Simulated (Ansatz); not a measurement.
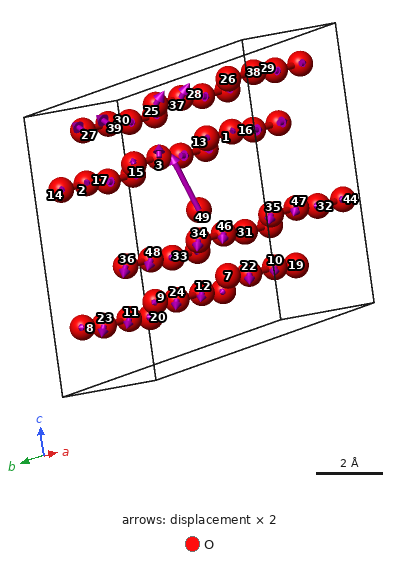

This is a relaxation of a defect cell of composition O. The starting structure is drawn; purple arrows show the displacements, 2 times their true length.

A ball-and-stick model of the cell of the calculation (origin shifted), seen from a free direction.

Case: O interstitial, charge +0, atoms relaxed at the host's cell.

All numbers below come from DFT PBE+D3(BJ), scalar-relativistic, plane waves, PAW (Ansatz 0.2.0). Set-up: plane-wave cutoff 420 eV; k-point mesh 2 × 2 × 2; occupations gaussian; smearing width 0.01 eV; no spin polarisation; atoms relaxed in a fixed cell; force threshold 0.025 eV/Å; at most 45 steps.

**Describe the change and its energy.**

An O atom moves most: 0.99 Å roughly along [−2 0 3]. The cell doesn't change. Some distances before and after: O–O 2.119 → 1.292 Å, O–O 1.215 → 1.309 Å, O–O 1.215 → 1.209 Å. New bonds form: O–O (2.12 → 1.29 Å). After 15 geometry steps the energy has fallen by 2.212 eV per cell of the calculation. The largest force component goes from 1.3 to 0.017 eV/Å. The run took 9 min on 4 threads of Arm Neoverse V1, on a shared host, peak memory 2.7 GiB.
